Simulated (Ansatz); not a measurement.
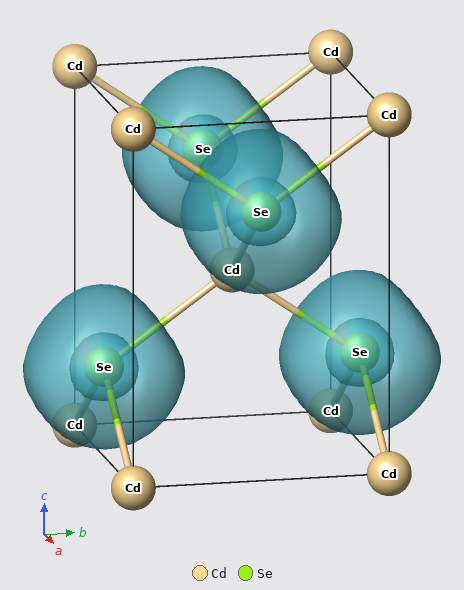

Figure. CdSe. Isosurface of the electron localisation function at 0.65 (cyan), seen slightly off an axis. Core shells and regions of very low density are left out. Sticks mark near contacts.

Space group I-4m2; a generated structure, not necessarily the stable one.

Level of theory: DFT r2SCAN, scalar-relativistic, plane waves, PAW (Ansatz 0.2.0).

In a PAW calculation such maps are meaningful between the atoms, not at the nuclei.

Identify the bonds, lone pairs and shells in this picture.

The ELF exceeds this value in two regions wrapped around Se (the valence shell of each), counted in one cell of 4 atoms. Any copies at cell faces, edges or corners count once. Profiles from the grid: Cd–Se (2.63 Å): the ELF is about 0.40 at the midpoint.

Does the calculation give a band gap?

It is gapped, with a Kohn–Sham gap of 1.1 eV on the k-point mesh (the band edges may lie off the mesh, which would make the gap smaller).
